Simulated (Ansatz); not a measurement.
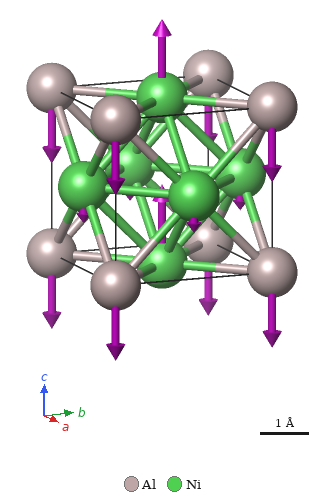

Phonons of solid AlNi$_{3}$, at the zone centre. The optical levels lie at 201 (×3), 221 (×3), 323 (×3) cm⁻¹. One mode is drawn. Displacements are drawn as purple arrows; their common scale and sign are arbitrary. Style: ball-and-stick. Shown: the cell of the calculation, slightly off an axis.

Level of theory: Ansatz, DFT PBE, scalar-relativistic, plane waves, PAW. (plane-wave cutoff 420 eV; k-point mesh 14 × 14 × 14; occupations gaussian; smearing width 0.2 eV; collinear spin)

The frequencies depend somewhat on the k-mesh and the smearing.

### Which of these frequencies is the drawn mode's?

The level at 221 cm⁻¹. This is the T₁u mode (triply degenerate; one member of the set is drawn), optical level 2 of 3, counted from below, infrared-active by symmetry. All motion is along c; the kinetic energy is shared as Ni 74 %, Al 26 %. The crystal is a metal, so free carriers screen the infrared response.
